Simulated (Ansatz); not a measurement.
System: Ga, space group I4/mmm (No. 139).

Structure:
```
CELL_PARAMETERS angstrom
-1.38440 1.38440 2.31122
1.38440 -1.38440 2.31122
1.38440 1.38440 -2.31122
ATOMIC_POSITIONS crystal
Ga 0.00000 0.00000 0.00000
```

Calculation (Ansatz 0.2.0): all-electron LAPW DFT, no spin polarisation; energies at scaled volumes of the given cell, shape and fractions fixed, counted from the fit's minimum, third-order Birch-Murnaghan fit. Level: PBEsol.

- k mesh: 13×13×13
- occupations: Fermi–Dirac
- smearing width: 0.05 eV
- potentials: all electron LAPW, scalar relativistic
- program settings: basis error eV/atom 0.001

Predict the energy against volume. The volume takes the values 16.66, 17.01, 17.36, 17.72, 18.07, 18.43, 18.78 Å³/atom.

A third-order Birch–Murnaghan fit gives V0 = 17.64 Å³/atom, B0 = 62.3 GPa and B′ = 5.4. The energy is 12.01 meV/atom at volume 16.66 Å³/atom and 12.62 meV/atom at 18.78 Å³/atom; the lowest computed point is at volume 17.72 Å³/atom (0.06 meV/atom), in a single well.

```tsv
volume (Å³/atom)	energy (meV/atom)
16.66	12.01
17.01	4.70
17.36	0.85
17.72	0.06
18.07	1.99
18.43	6.28
18.78	12.62
```

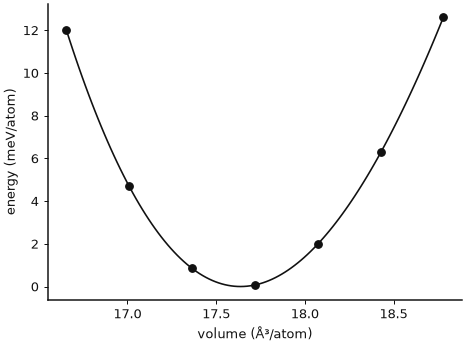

Keep in mind: shape and atomic fractions are frozen while scaling, which makes layered, chain and framework solids too stiff.
